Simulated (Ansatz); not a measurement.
Al$_{2}$O

```
Al O
1.0
     3.42223    0.00000    0.00000
     0.00000    3.42223    0.00000
     0.00000    0.00000    9.22682
Al O
4 2
Direct
  0.00000 0.00000 0.25000
  0.00000 0.00000 0.75000
  0.00000 0.50000 0.50000
  0.50000 0.00000 0.00000
  0.50000 0.50000 0.00000
  0.50000 0.50000 0.50000
```

Space group P4₂/mmc; a structure generated by program, which may or may not match a known phase.

Level of theory: Ansatz, DFT PBE, scalar-relativistic, plane waves, PAW.

Core electrons are frozen (PAW), and the valence fields are smoothed inside the atomic spheres.

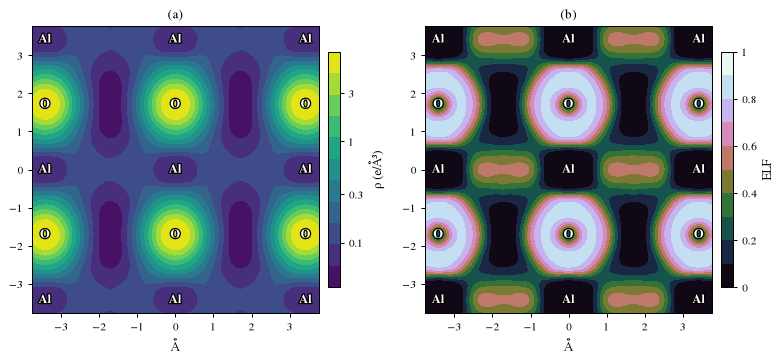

Figure 1. (a) valence electron density; (b) electron localisation function on the (001) plane of the conventional cell.

### What do the fields say about this system?

The plane passes through Al and O nuclei.
Al–O (1.71 Å): ρ at the midpoint is about 0.83 e/Å³; the ELF peaks at about 0.85 in the valence shell of O, 0.6 Å from its nucleus, and is about 0.80 at the midpoint.
Between the atoms the lowest density in this plane is 0.04 e/Å³.

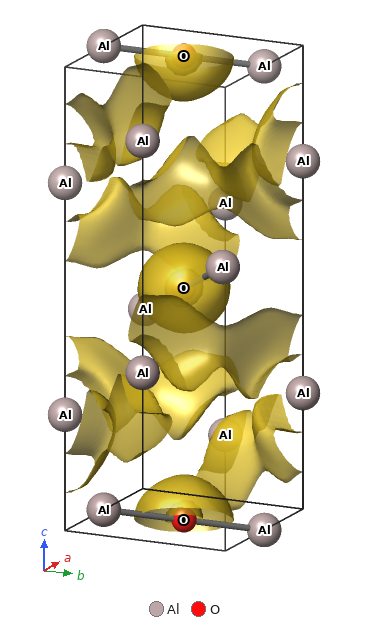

Figure 2. Isosurface of the electron localisation function at 0.7 (yellow), seen at an oblique angle. Only the valence region is drawn (cores and ρ < 0.01 e/Å³ removed). Sticks mark near contacts.

### Where are the electrons localised?

The surface consists of two regions on O in which the atom's valence shell and bonds are merged and channels that run through the cell in one direction, counted in one cell of 6 atoms. Any copies at cell faces, edges or corners count once.

### Does the calculation give a band gap?

It is metallic or semimetallic at this level of theory: no gap opens.
